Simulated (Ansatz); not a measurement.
```yaml
crystal:
  lattice:
    - [6.97670, 0.00000, 0.00000]
    - [0.00000, 6.97670, 0.00000]
    - [0.00000, 0.00000, 6.97670]
  atoms:
    - { symbol: Sr, position: [0.00000, 0.00000, 0.00000] }
    - { symbol: Sr, position: [0.50000, 0.50000, 0.00000] }
    - { symbol: Sr, position: [0.50000, 0.00000, 0.50000] }
    - { symbol: Sr, position: [0.00000, 0.50000, 0.50000] }
    - { symbol: Cl, position: [0.25000, 0.25000, 0.25000] }
    - { symbol: Cl, position: [0.75000, 0.75000, 0.25000] }
    - { symbol: Cl, position: [0.75000, 0.25000, 0.75000] }
    - { symbol: Cl, position: [0.25000, 0.75000, 0.75000] }
    - { symbol: Cl, position: [0.75000, 0.25000, 0.25000] }
    - { symbol: Cl, position: [0.25000, 0.75000, 0.25000] }
    - { symbol: Cl, position: [0.25000, 0.25000, 0.75000] }
    - { symbol: Cl, position: [0.75000, 0.75000, 0.75000] }
```

Space group Fm-3m.

These are results of DFT PBE, scalar-relativistic, plane waves, PAW in Ansatz, not measurements.

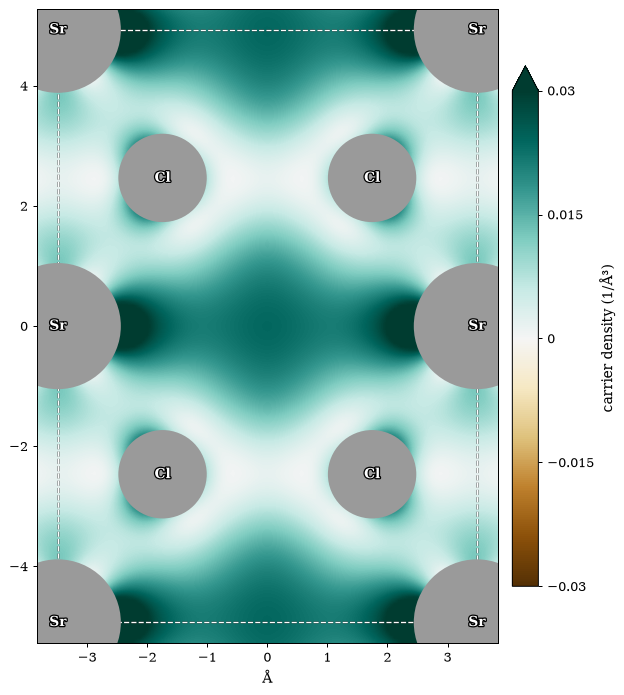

SrCl$_{2}$. Where the extra electron sits when 0.5 electron is added to the 3-atom cell of the calculation (uniform compensating background, atoms fixed); the change of density for each carrier, counted positive where the carrier is: a map on the (101) plane of the conventional cell, with grey discs over the atomic cores. Cores are masked to 1.0 Å (Sr) and 0.7 Å (Cl).

In a PAW calculation such maps are meaningful between the atoms, not at the nuclei.

Question: Describe the change of density.

Answer: Summed over atomic cells sized by the Bader volumes, the added electron divides as Cl about 70 % and Sr about 30 %; these cells fill 25 % (Sr) and 75 % (Cl) of the volume.
- Over the whole cell, outside the cores, it is densest at the edge of the masked core of Sr.
- The counter-flow of charge adds up to under 0.1 e for each carrier.
- These are shares of the net change, screening included; the states that take the carrier can be more concentrated.
- This is very heavy doping, far beyond the dilute limit.

Run times: 18 s (electron) and 19 s (base cell), on 1 thread of Arm Neoverse N1 (shared host).
